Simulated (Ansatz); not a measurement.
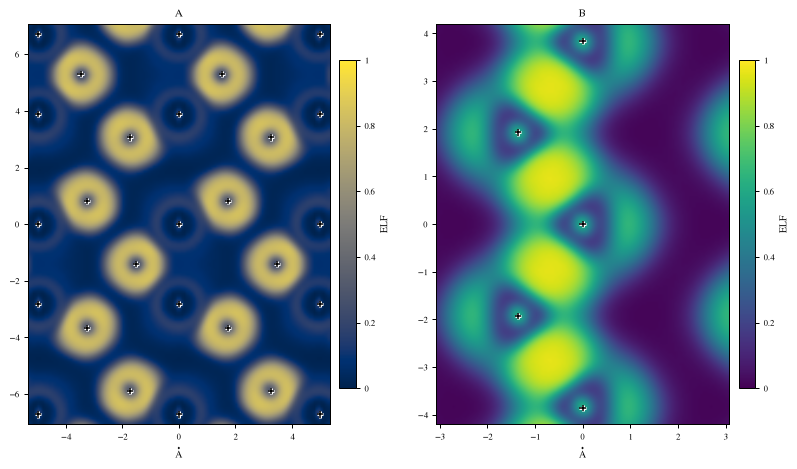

The ELF of 2 systems, each on a plane through atoms (crosses mark nuclei in the plane).

Computed with DFT r2SCAN, scalar-relativistic, plane waves, PAW (Ansatz 0.2.0).

System 1: Si, the (110) plane of the conventional cell. Space group Fd-3m.

```
Si
1.0
     5.44421    0.00000    0.00000
     0.00000    5.44421    0.00000
     0.00000    0.00000    5.44421
Si
8
Direct
  0.00000 0.50000 0.50000
  0.50000 0.00000 0.50000
  0.50000 0.50000 0.00000
  0.00000 0.00000 0.00000
  0.25000 0.75000 0.75000
  0.75000 0.25000 0.75000
  0.75000 0.75000 0.25000
  0.25000 0.25000 0.25000
```

System 2: Ga2O3, the (100) plane of the conventional cell. Space group R-3c.

```
Ga O
1.0
     4.98460    0.00000    0.00000
    -2.49230    4.31679    0.00000
     0.00000    0.00000   13.44200
Ga O
12 18
Direct
  0.66667 0.33333 0.18874
  0.33333 0.66667 0.52207
  0.00000 0.00000 0.85540
  0.33333 0.66667 0.31126
  0.00000 0.00000 0.64460
  0.66667 0.33333 0.97793
  0.00000 0.00000 0.14460
  0.66667 0.33333 0.47793
  0.33333 0.66667 0.81126
  0.33333 0.66667 0.02207
  0.00000 0.00000 0.35540
  0.66667 0.33333 0.68874
  0.97029 0.33333 0.08333
  0.63696 0.66667 0.41667
  0.30363 0.00000 0.75000
  0.66667 0.63696 0.08333
  0.33333 0.97029 0.41667
  0.00000 0.30363 0.75000
  0.36304 0.02971 0.08333
  0.02971 0.36304 0.41667
  0.69637 0.69637 0.75000
  0.69637 0.00000 0.25000
  0.36304 0.33333 0.58333
  0.02971 0.66667 0.91667
  0.00000 0.69637 0.25000
  0.66667 0.02971 0.58333
  0.33333 0.36304 0.91667
  0.30363 0.30363 0.25000
  0.97029 0.63696 0.58333
  0.63696 0.97029 0.91667
```

Which map belongs to which system?

Answer. Panel A is system 2, Ga2O3: the plane holds Ga and O. Ga–O (1.93 Å): the ELF peaks at about 0.85 in the valence shell of O, 0.6 Å from its nucleus, and is about 0.35 at the midpoint. Panel B is system 1, Si: the plane holds Si. Si–Si (2.36 Å): the ELF peaks at about 0.95 between the atoms; a shared electron pair.
